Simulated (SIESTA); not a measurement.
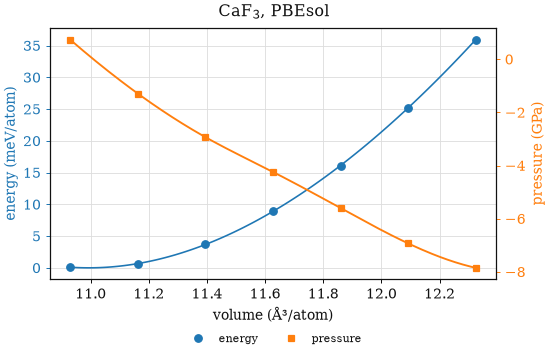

Plotted: energy and pressure against volume for CaF₃, space group I4/mmm (No. 139).

Cell as given: a = 4.195 Å, b = 4.195 Å, c = 4.195 Å, α = 126.16°, β = 126.16°, γ = 79.62°; 4 atoms.

Calculation (SIESTA 5.4.2): DFT in numerical atomic orbitals with pseudopotentials, no spin polarisation; energies at scaled volumes of the given cell, shape and fractions fixed, counted from the fit's minimum, third-order Birch-Murnaghan fit. Level: PBEsol.

- k mesh: 10×10×10
- occupations: Fermi–Dirac
- smearing width: 0.05 eV
- potentials: PseudoDojo 0.4 standard, converted to PSML, two zetas on semicore shells
- program settings: basis DZP, mesh cutoff 800 Ry

The numbers behind the figure:

| volume (Å³/atom) | energy (meV/atom) | pressure (GPa) |
| --- | --- | --- |
| 10.93 | 0.13 | 0.74 |
| 11.16 | 0.58 | −1.29 |
| 11.39 | 3.73 | −2.93 |
| 11.63 | 8.94 | −4.24 |
| 11.86 | 16.06 | −5.60 |
| 12.09 | 25.18 | −6.93 |
| 12.32 | 35.95 | −7.85 |

Limits of the calculation: mulliken charges of long orbitals; shape and atomic fractions are frozen while scaling, which makes layered, chain and framework solids too stiff.
